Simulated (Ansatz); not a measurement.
Run report: Al$_{8}$H, geometry relaxation (part 2 of 2)

The same run, continued: Al$_{8}$H (slab, 9 atoms in the cell); DFT PBEsol, scalar-relativistic, plane waves, PAW, no spin polarisation (Ansatz 0.2.0); cutoff 420 eV, 12×12×1 k-mesh, Gaussian smearing of 0.1 eV. The structure derives from a Materials Project entry. The input holds or restrains some coordinates. Forces given for the steps count only the free coordinates. It belongs to a series of runs on one base structure; here: H put at a top Al site.

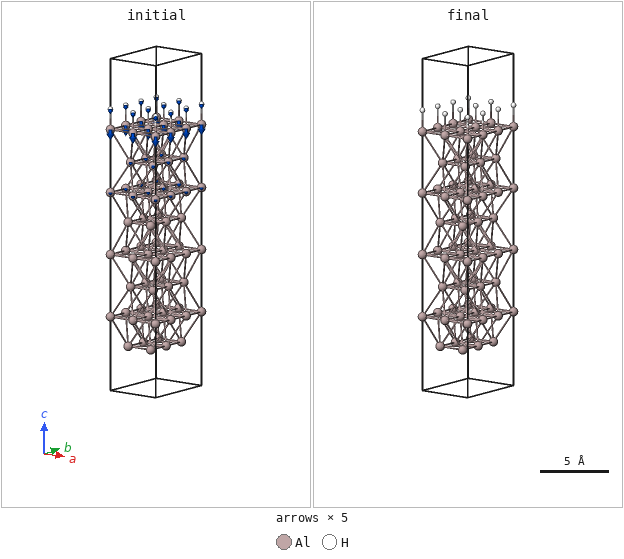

Before (left) and after (right) the restrained relaxation, at one scale (ball-and-stick view of the 2 × 3 repeat of the cell, with the vacuum cut short, seen slightly off an axis). The blue arrows give the displacements, magnified 5 times. The atom that moves furthest is Al8 (0.16 Å). Largest moves by element: Al 0.16 Å, H 0.07 Å. The cell stays as it was. Distances before and after: Al7–Al8 2.887 → 2.795 Å, Al8–H9 1.520 → 1.612 Å, Al5–Al6 2.857 → 2.836 Å, Al4–Al5 2.833 → 2.814 Å. The energy falls by 8.0 meV per atom in 3 geometry steps. Largest force component: 1.5 eV/Å at the start, 0.0019 eV/Å at the end. (Atoms are counted from 1 in the order of the input.)

```
WARN: The output density's exchange-correlation potential varies sharply where the density is thin. Do not read a vacuum level from v_tot or v_xc, or from such a field of the output density. On a cell that repeats whose density bears no net charge and no dipole along the vacuum's axis use v_es (v_loc + v_h of the components); under efield.dipole_correction with no amplitude use v_es + v_field, which holds any external_charges[].barrier, or the levels of the report's work_function block, which leave it out; under a non-zero efield.amplitude the vacuum is tilted and has no level; on a cell that repeats and bears such a dipole with no correction it is tilted too, and efield.dipole_correction with no amplitude gives each side of its ramp a level where efield: is served; in a cell that repeats whose density bears a net charge (total_charge, or a fill off its count) it is curved and has none; of a slab under crystal.periodic whose density bears no net charge use v_es, which has a level on each side, short of where the two are joined; of another it falls or rises all the way out and has none; of a slab beside external_charges read slab_vacuum_level instead, which it has where they leave it neutral. The grid or the basis barely resolves most such structure, and the values can differ between equally converged runs; as a rule a tighter scf.convergence.dr2_threshold does not remove it. Where the density itself ripples (under the LDA too) a higher basis.ecutwfc lessens it. The files hold the spikes' plane waves up to the density's cutoff. Files: v_tot_of_output_density and the like, and their columns of v_z.tsv (output.write_potential); v_xc_of_output_density and the like, and their columns of v_comp_z.tsv (output.write_potential_components). Measured: with its Gaussian average of σ = 0.25 Å subtracted twice, the exchange-correlation potential is over 0.1 eV at 3 of the grid points where the equally averaged density (valence and model cores) is under 1e-3 e/Å³, and 0.113 eV at the most among them, at an averaged density of 4.2e-8 e/Å³. See output.write_potential in the manual, Limitations
SCF converged after 7 iterations
Free energy (F): -4210.708783 eV
Harris-Foulkes:  -4210.708783 eV  (|F-HF|=4.82e-9)
Internal energy: -4210.694959 eV  (E = F + TS)
E sigma→0 (E₀):  -4210.701871 eV
Entropy (-TS):   -0.013824 eV (-1.536 meV/atom)
Fermi energy:    1.943723 eV
Dipole field:    D = -0.047092 V/Å  (p = -0.064027 e·Å, saw-weighted, corrected)
Work function:   Φ+ = 5.7841 eV   Φ− = 4.1210 eV
Levels:          The Fermi level and band energies are counted from a zero that moves with the ramp; work functions are not
--- Per-component energies (eV) ---
  E_band       = -59.170192
  E_kinetic    = 195.546835
  E_local      = -9772.189901  (includes V_loc(G=0)·N_el)
  E_nonlocal   = 85.327269
  E_hartree    = 4852.896913
  E_xc         = -323.055520
  E_vxc        = -243.368376  (∫ρ·V_xc dr)
  E_paw        = -3638.447945  (= ΣΔE_a)
  E_vpaw       = -29.778700  (= ΣTr[D̂ρ^β])
  E_aug_tail   = -0.001100  (compensation charges beyond the density's cutoff)
  E_efield     = 0.001508  (sawtooth field / dipole correction)
  E_vefield    = -0.503973  (∫n·V_field dr)
  E_ewald      = 4389.073869
  E_core_change = 0.153112  (= ΣΔE_core)
  E_smearing   = -0.013824  (= −TS)
  E_closure    = 0.000000  (closes the sum)
  Σ components = -4210.708783   (vs F -4210.708783, Δ=0.00e0)
--- Forces (eV/Å), atoms counted from 1 ---
  atom   1  Al     0.00000000     0.00000000    -0.01114493
  atom   2  Al     0.00000000     0.00000000     0.03901751
  atom   3  Al     0.00000000    -0.00000000    -0.03385923
  atom   4  Al    -0.00000000    -0.00000000     0.00140831
  atom   5  Al     0.00000000     0.00000000     0.00170588
  atom   6  Al     0.00000000    -0.00000000     0.00129247
  atom   7  Al     0.00000000     0.00000000     0.00004478
  atom   8  Al     0.00000000     0.00000000    -0.00041564
  atom   9  H      0.00000000     0.00000000     0.00194759
  max |Σ_I F_I| component: 3.26e-6 eV/Å
--- Band table (eV; the first three rows and the last of 19) ---
  k-point 0: bands = ["-9.2092", "-8.9022", "-8.4674", "-7.7871", "-6.9555", "-5.9584", "-4.8773", "-3.6522", "-2.4110", "-0.8767", "0.6919", "2.3706", "4.0495", "5.4960", "6.3468", "7.1644", "7.5323", "8.5111", "8.7162", "10.1352", "10.4459", "12.0558"]
  k-point 1: bands = ["-9.0392", "-8.7326", "-8.2984", "-7.6189", "-6.7885", "-5.7930", "-4.7143", "-3.4926", "-2.2559", "-0.7234", "0.8417", "2.5168", "4.1949", "5.6478", "6.5029", "7.3218", "7.6870", "8.6365", "8.8643", "10.1290", "10.2034", "10.4923"]
  k-point 2: bands = ["-8.5306", "-8.2251", "-7.7926", "-7.1156", "-6.2887", "-5.2987", "-4.2277", "-3.0177", "-1.7934", "-0.2701", "1.2813", "2.9398", "4.6065", "6.0355", "6.8004", "7.2571", "7.3308", "7.6901", "7.8606", "8.1596", "8.4392", "9.0631"]
  k-point 18: bands = ["-1.4254", "-1.2471", "-1.2448", "-1.1934", "-0.9753", "-0.9400", "-0.8512", "-0.5766", "-0.5405", "-0.2140", "-0.0602", "-0.0347", "0.0870", "0.9707", "1.0661", "1.4989", "1.6153", "2.2290", "2.4805", "3.2602", "3.5716", "3.6019"]
--- Relaxed structure (4 steps of the walk, 4 accepted, 0 SCFs on fresh bases) ---
  F+E_penalty+E_count = -4210.70878317 eV   max|allowed force component| = 1.948e-3 eV/Å
  atoms:
    - { symbol: Al, position: [0.33333333333333326, 0.6666666666666666, 0.24069936559999996] }
    - { symbol: Al, position: [0.0, 0.0, 0.30669452619999993] }
    - { symbol: Al, position: [0.6666666666666667, 0.33333333333333326, 0.37268968669999997] }
    - { symbol: Al, position: [0.0, 0.0, 0.43868484729999996] }
    - { symbol: Al, position: [0.33333333333333326, 0.6666666666666666, 0.50349765520667] }
    - { symbol: Al, position: [-2.542993892308025e-18, -7.265696835165748e-19, 0.569071766727471] }
    - { symbol: Al, position: [0.6666666666666667, 0.33333333333333326, 0.6353367871131124] }
    - { symbol: Al, position: [-8.68557323116522e-18, -2.4815923517614943e-18, 0.6994662512066225] }
    - { symbol: H, position: [-3.818514016217483e-18, -1.0910040046335667e-18, 0.7451226029191977] }
```

Trajectory as extended XYZ (Å, eV, eV/Å), 4 frames, from step=1 to step=4:
```
9
Lattice="2.8363 0.0000 0.0000 -1.4181 2.4563 0.0000 0.0000 0.0000 35.3138" Properties=species:S:1:pos:R:3:forces:R:3 step=1 energy=-4210.63698
Al    0.0000    1.6375    8.5000    0.0000   0.0000  -0.0032
Al    0.0000    0.0000   10.8305    0.0000   0.0000   0.0371
Al    1.4181    0.8188   13.1611    0.0000   0.0000  -0.0331
Al    0.0000    0.0000   15.4916    0.0000   0.0000   0.0515
Al    0.0000    1.6375   17.8037    0.0000   0.0000   0.0229
Al    0.0000    0.0000   20.1443    0.0000   0.0000  -0.0758
Al    1.4181    0.8188   22.4875    0.0000   0.0000   0.2512
Al    0.0000    0.0000   24.8655    0.0000   0.0000  -1.5245
H     0.0000    0.0000   26.3855    0.0000   0.0000   1.2739
9
Lattice="2.8363 0.0000 0.0000 -1.4181 2.4563 0.0000 0.0000 0.0000 35.3138" Properties=species:S:1:pos:R:3:forces:R:3 step=2 energy=-4210.70162
Al    0.0000    1.6375    8.5000    0.0000   0.0000  -0.0114
Al    0.0000    0.0000   10.8305    0.0000   0.0000   0.0402
Al    1.4181    0.8188   13.1611    0.0000   0.0000  -0.0366
Al    0.0000    0.0000   15.4916    0.0000   0.0000   0.0444
Al    0.0000    1.6375   17.7941    0.0000   0.0000  -0.0337
Al    0.0000    0.0000   20.1116    0.0000   0.0000   0.0370
Al    1.4181    0.8188   22.4692    0.0000   0.0000  -0.1069
Al    0.0000    0.0000   24.7093    0.0000   0.0000  -0.3072
H     0.0000    0.0000   26.2903    0.0000   0.0000   0.3740
9
Lattice="2.8363 0.0000 0.0000 -1.4181 2.4563 0.0000 0.0000 0.0000 35.3138" Properties=species:S:1:pos:R:3:forces:R:3 step=3 energy=-4210.70833
Al    0.0000    1.6375    8.5000    0.0000   0.0000  -0.0119
Al    0.0000    0.0000   10.8305    0.0000   0.0000   0.0387
Al    1.4181    0.8188   13.1611    0.0000   0.0000  -0.0314
Al    0.0000    0.0000   15.4916    0.0000   0.0000  -0.0241
Al    0.0000    1.6375   17.7723    0.0000   0.0000   0.0229
Al    0.0000    0.0000   20.0876    0.0000   0.0000  -0.0299
Al    1.4181    0.8188   22.4143    0.0000   0.0000   0.0546
Al    0.0000    0.0000   24.6866    0.0000   0.0000  -0.0139
H     0.0000    0.0000   26.2997    0.0000   0.0000  -0.0050
9
Lattice="2.8363 0.0000 0.0000 -1.4181 2.4563 0.0000 0.0000 0.0000 35.3138" Properties=species:S:1:pos:R:3:forces:R:3 step=4 energy=-4210.70878
Al    0.0000    1.6375    8.5000    0.0000   0.0000  -0.0111
Al    0.0000    0.0000   10.8305    0.0000   0.0000   0.0390
Al    1.4181    0.8188   13.1611    0.0000   0.0000  -0.0339
Al    0.0000    0.0000   15.4916    0.0000   0.0000   0.0014
Al    0.0000    1.6375   17.7804    0.0000   0.0000   0.0017
Al    0.0000    0.0000   20.0961    0.0000   0.0000   0.0013
Al    1.4181    0.8188   22.4361    0.0000   0.0000   0.0000
Al    0.0000    0.0000   24.7008    0.0000   0.0000  -0.0004
H     0.0000    0.0000   26.3131    0.0000   0.0000   0.0019
```

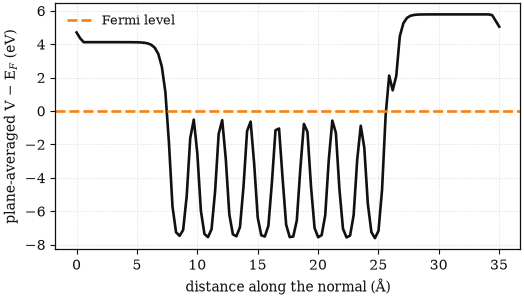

Plane average of the electrostatic potential energy of an electron across the cell, from the Fermi level. The vacuum level lies 5.78 eV above the Fermi level on the upper side and 4.12 eV on the lower.

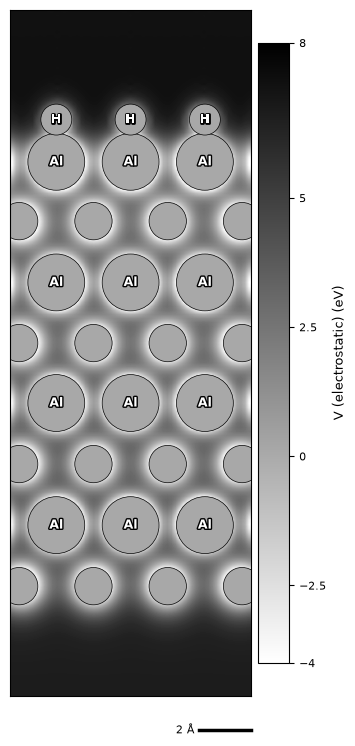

Electrostatic potential (local pseudopotential plus Hartree) felt by an electron on the (100) plane of the calculation cell, a cut from vacuum to vacuum. Grey discs, where drawn, cover atomic cores. Atoms in the plane: Al and H. Core electrons are frozen (PAW), so the fields are smoothed inside the atomic spheres.

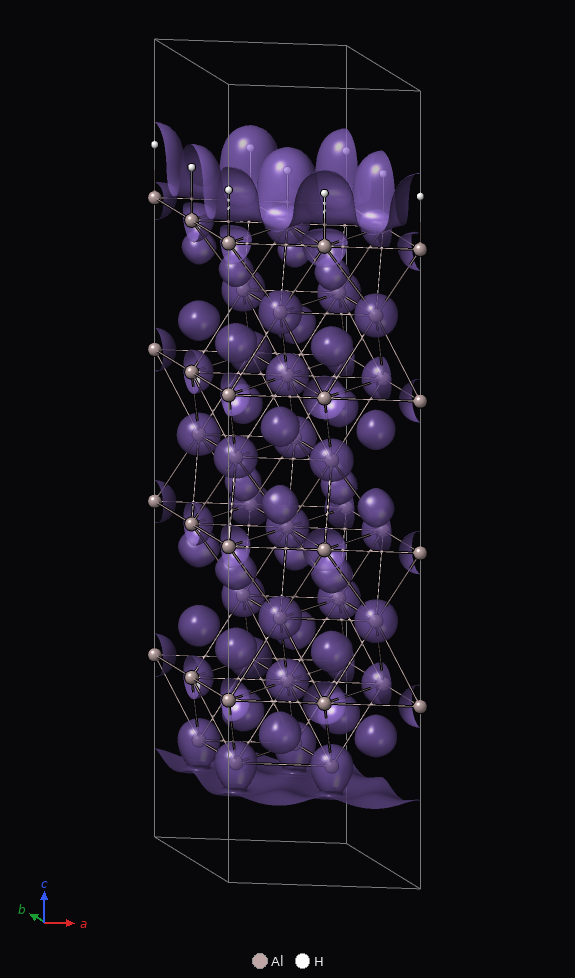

Isosurface of the valence electron density at 0.15 e/Å³ (purple), seen slightly off an axis. Sticks mark near contacts. At this value the density is joined into sheets; it holds about 85 % of the electrons treated as valence. On the grid the lowest density along these lines, outside the cores, is 0.37 e/Å³ (Al–H, 1.61 Å), 0.21 e/Å³ (Al–Al, 2.79 Å) and 0.21 e/Å³ (Al–Al, 2.84 Å).

The run was set up as follows.

Input:
```yaml
crystal:
  lattice:
    - [2.8362844922, 0.0, 0.0]
    - [-1.4181422461, 2.4562944226, 0.0]
    - [0.0, 0.0, 35.3137615421]
  atoms:
    - { symbol: Al, position: [0.3333333333, 0.6666666667, 0.2406993656] }
    - { symbol: Al, position: [0.0, 0.0, 0.3066945262] }
    - { symbol: Al, position: [0.6666666667, 0.3333333333, 0.3726896867] }
    - { symbol: Al, position: [0.0, 0.0, 0.4386848473] }
    - { symbol: Al, position: [0.3333333333, 0.6666666667, 0.5041562492] }
    - { symbol: Al, position: [0.0, 0.0, 0.5704373706] }
    - { symbol: Al, position: [0.6666666667, 0.3333333333, 0.6367922409] }
    - { symbol: Al, position: [0.0, 0.0, 0.7041304592] }
    - { symbol: H, position: [0.0, 0.0, 0.7471731692] }
basis:
  ecutwfc: 420
kpoints:
  mp_grid: { grid: [12, 12, 1] }
hamiltonian:
  xc: pbesol
scf:
  occupations: { method: gaussian, width: 0.1 }
output:
  forces: true
  eigenvalues: true
  write_density: true
  write_potential: true
  elf: true
  volumetric_format: npy
relax:
  adjacent_minimum: "off"
  f_tol: 0.03
  max_steps: 70
  constraints: [{ sites: [0, 1, 2, 3] }]
efield:
  axis: 3
  dipole_correction: true
  ramp_width: 0.04
```

Command:
```bash
ansatz run input.yaml --threads 2 --pin off --max-ram 5120MiB --backend cpu --events-out ev --progress --plain --runs-dir out
```

Key numbers:

| quantity | value |
| --- | --- |
| outcome | converged under the restraints of the input |
| electrons treated | 25 |
| free energy | −4210.7088 eV |
| work function, top face | 5.78 eV |
| work function, bottom face | 4.12 eV |
| Fermi energy | 1.944 eV |
| gap on the k-point mesh | none (metallic) |
| final volume | 246.02 Å³ |
| work function (upper face) | 5.78 eV |
| largest force (length of the vector) at the end, held atoms and coordinates included | 0.039 eV/Å |
| hardware | 2 threads of Intel Xeon @ 2.70GHz, 189 GiB of memory available, shared host |
| wall time | 30 s (CPU time 57 s) |
| peak memory | 0.49 GiB |

Remarks:

The program warns: the exchange-correlation potential is rough where the density is thin.
